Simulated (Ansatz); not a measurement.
# CoSi2/ZnS/CoSi2: predicting the conductance of a thicker barrier

How it was computed: Ansatz 0.2.0, plane waves with PAW datasets, PBE. Interfaces are relaxed in a short slab (with D3(BJ) where the barrier is layered), set between ideal electrode layers that go on as semi-infinite leads, and the zero-bias conductance G at 300 K comes from T(E) on a typed mesh. The error is the largest of the program's estimates from energy step, mesh, the leads' potential steps and neutrality; its separate bound for narrow resonances between the energies solved isn't counted and can be far larger. The lower electrode is CoSi2 (fluorite 111), the upper CoSi2 (fluorite 111) and the barrier ZnS (wurtzite 0001), on a net of side 3.79 Å; d is the distance between the electrodes' last planes.

What is known so far:

```tsv
planes in the barrier	d (Å)	G (S/m²)	error (%)	lead step (meV)
4	8.87	1.91e13	10	8
8	15.25	5.98e11	7	8
```

**Question.** A further run has 12 planes, d = 21.63 Å. Fit G ∝ exp(−βd) to the rows shown and predict its conductance.

**Worked fit.** Through two points, β = ln(1.91e13 / 5.98e11) / (15.25 − 8.87) = 3.46 / 6.38 = 0.543 Å⁻¹. From the last point shown, G = 5.98e11 × exp(−0.543 × 6.38) = 1.87e10 S/m².

Check: The run gave 3.51e10 S/m², with an error estimate of 12 % and a lead step of 8 meV. The prediction is 0.533 times that, too low by 47 %. Step by step the slopes are 0.54 and 0.44 Å⁻¹, falling with thickness. How much of this is a real bend and how much error of the rows wasn't traced.

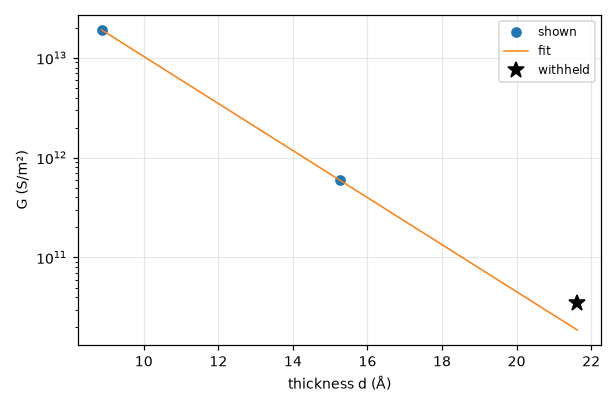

Fit and withheld run.

Caveats: The interfaces are ideal, one cell wide, strained to a common net and relaxed from one registry with their symmetry kept. PBE's gaps are too small, so true decay constants are likely larger where the Fermi level lies deep in a gap. No spin-orbit coupling, phonons, disorder or image charges enter. The rows shown are chosen by tests on error estimates (under 100 to 120 %), lead steps (under 150 meV, though the program warns over 25), intact interfaces and, for fits, a steady trend in the rows shown; the data set holds 414 series of this kind, and not all pass.

[Logs are printed without paths, hosts, clocks, repeated set-up lines and the standing remarks that a program may print on its own settings, such as how far it seeks lower states.]
